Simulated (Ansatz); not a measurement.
# PbS: what the fields show

Input file:

```
crystal:
  lattice:
    - [2.0637484134, -5.8692756837, 0.0]
    - [2.0637484134, 5.8692756837, 0.0]
    - [0.0, 0.0, 4.2604423684]
  atoms:
    - { symbol: Pb, position: [0.8722772593, 0.1277227407, 0.75] }
    - { symbol: Pb, position: [0.1277227407, 0.8722772593, 0.25] }
    - { symbol: S, position: [0.6436799881, 0.3563200119, 0.75] }
    - { symbol: S, position: [0.3563200119, 0.6436799881, 0.25] }
kpoints:
  mp_grid: { grid: [6, 6, 6] }
  band_path:
    path:
      - [0.0, 0.0, 0.0]
      - [-0.5, 0.5, 0.0]
      - [-0.2809089673, 0.7190910327, 0.0]
      - [0.2809089673, 0.2809089673, 0.0]
      - [0.0, 0.0, 0.5]
      - [0.2809089673, 0.2809089673, 0.5]
      - [-0.2809089673, 0.7190910327, 0.5]
      - [-0.5, 0.5, 0.5]
      - [0.0, 0.5, 0.0]
      - [-0.5, -0.5, 0.36849]
      - [0.453125, 0.453125, 0.0]
      - [-0.5, 0.5, 0.35]
    npoints: 1
hamiltonian:
  xc: pbe
scf:
  occupations: { method: fermi_dirac, width: 0.02 }
  n_extra_bands: 10
magnetization:
  noncollinear: true
  spin_orbit: true
output:
  forces: true
  stress: true
  eigenvalues: true
  write_density: true
  write_potential: true
  elf: true
  volumetric_format: npy
```

Command:

```sh
ansatz run input.yaml --threads 2 --pin off --max-ram 2211MiB --backend cpu --events-out ev --progress --plain --runs-dir out
```

Below, planes, directions and counts refer to the conventional cell (a = 4.13 Å, b = 11.74 Å, c = 4.26 Å, α = 90.00°, β = 90.00°, γ = 90.00°).

Space group Cmcm; a structure from a database of computed crystals, not necessarily the ambient phase; started from the database structure prototype, which need not be the ambient phase.

The calculation used Ansatz, DFT, PBE with spin-orbit coupling, plane waves, PAW.

In a PAW calculation such maps are meaningful between the atoms, not at the nuclei.

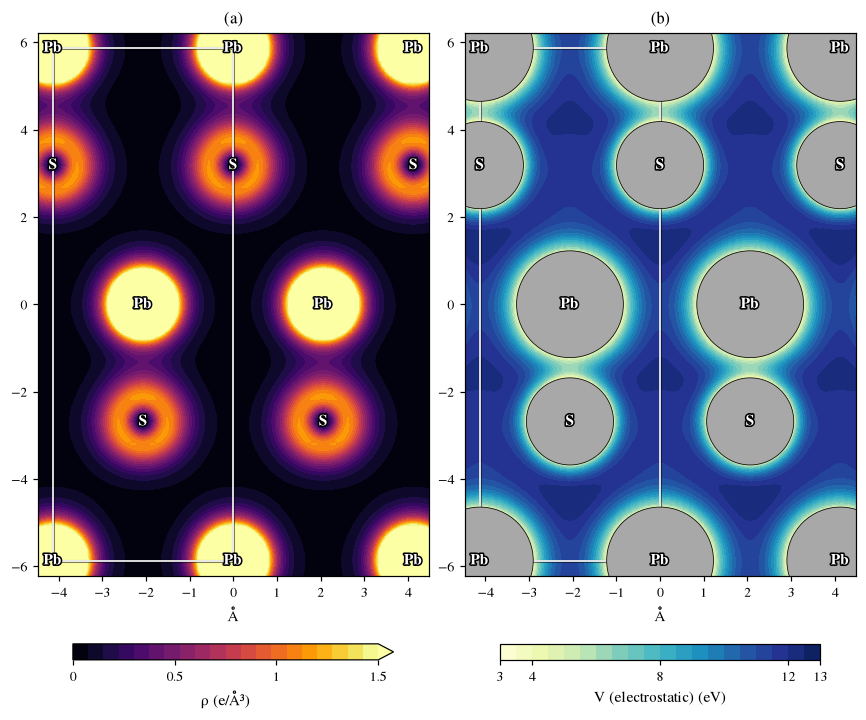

Figure 1. (a) valence electron density; (b) electrostatic potential (local pseudopotential plus Hartree) felt by an electron on the (001) plane of the conventional cell. Grey discs cover the atomic cores in the potential map.

Interpret the plot.

- Atoms in the plane: Pb and S.
- Pb–S (2.68 Å): ρ is about 0.38 e/Å³ halfway.
- Between the atoms the lowest density in this plane is 0.02 e/Å³.
- Outside the cores the potential energy rises away from the atoms and is highest about 1.8 Å from the nearest atoms; its zero is arbitrary.

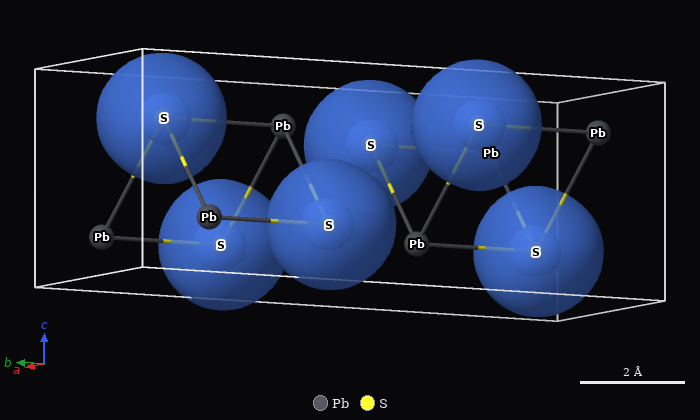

Figure 2. Isosurface of the electron localisation function at 0.65 (blue), seen at an oblique angle. Only the valence region is drawn (cores and ρ < 0.01 e/Å³ removed). Sticks mark near contacts.

Describe the localisation domains.

The surface consists of four regions wrapped around S (the valence shell of each), counted in one cell of 8 atoms. Any copies at cell faces, edges or corners count once. Profiles from the grid: Pb–S (2.68 Å): the ELF peaks at about 0.85 in the valence shell of S, 0.8 Å from its nucleus, and drops to about 0.25 between the two atoms. Pb–S (2.97 Å): the ELF peaks at about 0.85 in the valence shell of S, 0.8 Å from its nucleus, and drops to about 0.20 between the two atoms.

Does the calculation give a band gap?

It is gapped, with a Kohn–Sham gap of 0.77 eV on the k-point mesh (the band edges may lie off the mesh, which would make the gap smaller).
